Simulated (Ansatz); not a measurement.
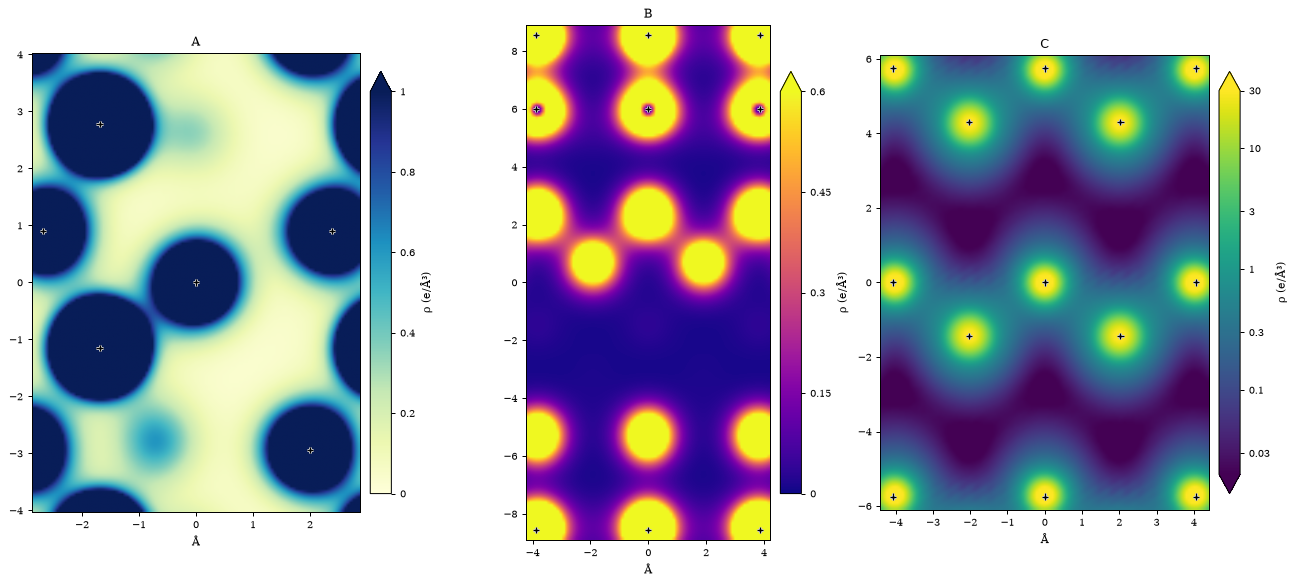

The valence pseudo-density of 3 systems, each on a plane through atoms (crosses mark nuclei in the plane).

Level of theory: DFT PBE, scalar-relativistic, plane waves, PAW in Ansatz 0.2.0.

System 1: HfO2, the (101̄) plane of the conventional cell. Space group Pca2₁; a structure from a database of computed crystals, not necessarily the ambient phase.

```
Hf O
1.0
     5.29380    0.00000    0.00000
     0.00000    5.06923    0.00000
     0.00000    0.00000    5.10096
Hf O
4 8
Direct
  0.03262 0.26629 0.23999
  0.46738 0.26629 0.73999
  0.53262 0.73371 0.23999
  0.96738 0.73371 0.73999
  0.36539 0.06760 0.38315
  0.13461 0.06760 0.88315
  0.72918 0.46281 0.48986
  0.77082 0.46281 0.98986
  0.27082 0.53719 0.98986
  0.22918 0.53719 0.48986
  0.86539 0.93240 0.38315
  0.63461 0.93240 0.88315
```

System 2: Sb2S3, the (101) plane of the conventional cell. Space group Pnma; changed on purpose from its base cell (volume × 1.06, shape and atoms relaxed).

```cif
data_structure
_symmetry_space_group_name_H-M 'P 1'
_symmetry_Int_Tables_number 1
_cell_length_a 12.8423
_cell_length_b 3.8759
_cell_length_c 11.2960
_cell_angle_alpha 90.000
_cell_angle_beta 90.000
_cell_angle_gamma 90.000
_cell_volume 562.27
loop_
_atom_site_label
_atom_site_type_symbol
_atom_site_fract_x
_atom_site_fract_y
_atom_site_fract_z
_atom_site_occupancy
Sb1 Sb 0.46204 0.25000 0.33031 1
Sb2 Sb 0.03796 0.75000 0.83031 1
Sb3 Sb 0.96204 0.25000 0.16969 1
Sb4 Sb 0.53796 0.75000 0.66969 1
Sb5 Sb 0.36721 0.75000 0.03349 1
Sb6 Sb 0.13279 0.25000 0.53349 1
Sb7 Sb 0.86721 0.75000 0.46651 1
Sb8 Sb 0.63279 0.25000 0.96651 1
S1 S 0.30946 0.25000 0.18602 1
S2 S 0.19054 0.75000 0.68602 1
S3 S 0.80946 0.25000 0.31398 1
S4 S 0.69054 0.75000 0.81398 1
S5 S 0.54202 0.75000 0.12462 1
S6 S 0.95798 0.25000 0.62462 1
S7 S 0.04202 0.75000 0.37538 1
S8 S 0.45798 0.25000 0.87538 1
S9 S 0.37812 0.75000 0.44430 1
S10 S 0.12188 0.25000 0.94430 1
S11 S 0.87812 0.75000 0.05570 1
S12 S 0.62188 0.25000 0.55570 1
```

System 3: GaAs, the (011̄) plane of the calculation cell. Space group F-43m.

### Which map belongs to which system?

Panel A is system 1, HfO2: the plane holds Hf and O. Hf–O (2.04 Å): ρ is about 0.86 e/Å³ halfway. Panel B is system 2, Sb2S3: the plane holds Sb and S. Sb–S (2.55 Å): the density is about 0.49 e/Å³ at the midpoint. Panel C is system 3, GaAs: the plane holds Ga and As. Ga–As (2.49 Å): ρ at the midpoint is about 0.47 e/Å³.
